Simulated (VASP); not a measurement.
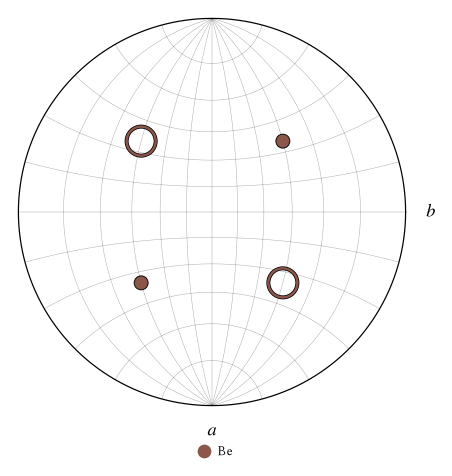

Crystal: BeTe, the geometry relaxed with VASP Kohn-Sham DFT of a periodic cell, PBEsol with D3(BJ), VASP PAW PBE potentials, recommended in VASP. Directions from one tellurium atom at (1/4, 1/4, 1/4) to its bonded neighbours, in stereographic projection down c (filled: above the plane of the page or in it, open: below). Symmetry computed with spglib at a tolerance of 0.002 Å; standard conventional cell.

Neighbours are counted up to 2.85 Å for Be.

```cif
data_structure
_symmetry_space_group_name_H-M 'P 1'
_symmetry_Int_Tables_number 1
_cell_length_a 5.5400
_cell_length_b 5.5400
_cell_length_c 5.5400
_cell_angle_alpha 90.000
_cell_angle_beta 90.000
_cell_angle_gamma 90.000
_cell_volume 170.03
loop_
_atom_site_label
_atom_site_type_symbol
_atom_site_fract_x
_atom_site_fract_y
_atom_site_fract_z
_atom_site_occupancy
Te1 Te 0.25000 0.25000 0.25000 1
Be1 Be 0.00000 0.00000 0.00000 1
Te2 Te 0.25000 0.75000 0.75000 1
Be2 Be 0.00000 0.50000 0.50000 1
Te3 Te 0.75000 0.25000 0.75000 1
Be3 Be 0.50000 0.00000 0.50000 1
Te4 Te 0.75000 0.75000 0.25000 1
Be4 Be 0.50000 0.50000 0.00000 1
```

Question: How many neighbours are there, and at what angles?

Answer: 4: 4 Be at 2.40 Å. Angles between bonds: 109° (6×).

Question: What is the site's symmetry in the crystal?

Answer: Point group -43m (Td), order 24: three −4 axes, four threefold axes, six mirror planes. In No. 216, F-43m this is Wyckoff position 4c.
